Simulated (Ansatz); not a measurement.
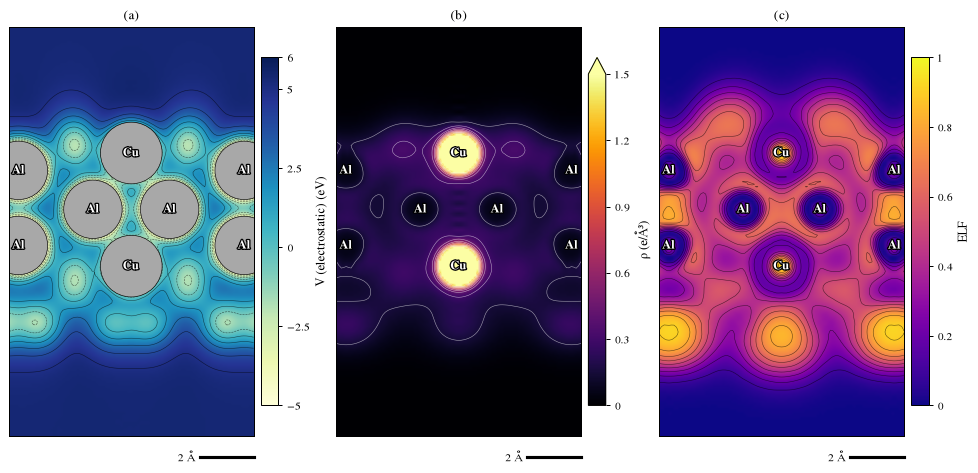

*Al2Cu (slab). (a) electrostatic potential energy of an electron; (b) valence electron density; (c) electron localisation function on the (110) plane of the calculation cell, a cut from vacuum to vacuum. Grey discs cover the atomic cores in the potential map.*

Computed without spin polarisation.

Method: Ansatz 0.2.0, DFT PBEsol, scalar-relativistic, plane waves, PAW.

```xyz
12
Lattice="4.8278 0.0000 0.0000 -2.4139 4.2378 0.0000 0.0000 0.0000 24.1252" Properties=species:S:1:pos:R:3 pbc="T T T"
Al    0.0000    3.4692    8.5000
Al    0.0000    0.7686    8.5000
Al    2.4139    2.1189    9.8503
Cu    3.6209    0.0000   10.6190
Cu    1.2070    0.0000   10.6190
Al    0.0000    2.1189   11.3873
Al    2.4139    3.4770   12.7314
Al    2.4139    0.7608   12.7314
Al    0.0000    2.1189   14.1786
Cu    1.2070    0.0000   14.8235
Cu    3.6209    0.0000   14.8235
Al    2.4139    2.1189   15.3152
```

Question: Describe what can be read from this map.

Answer:
- Atoms in the plane: Cu and Al.
- Al–Cu (2.53 Å): ρ is about 0.29 e/Å³ halfway; the ELF peaks at about 0.60 between the atoms.
- Al–Al (2.79 Å): the density is about 0.22 e/Å³ at the midpoint; the ELF peaks at about 0.80 between the atoms.
- Al–Al (2.85 Å): the density is about 0.24 e/Å³ at the midpoint; the ELF peaks at about 0.65 between the atoms.
- The density dies away to nearly zero in the vacuum.
- The features right at Cu lie inside the PAW spheres, where the map follows smoothed inner orbitals and isn't to be read closely.
- Outside the cores the potential energy rises away from the atoms and is highest in the vacuum; its zero is arbitrary.

Question: Does the calculation give a band gap?

Answer: It is gapless in this calculation (a metal or semimetal).
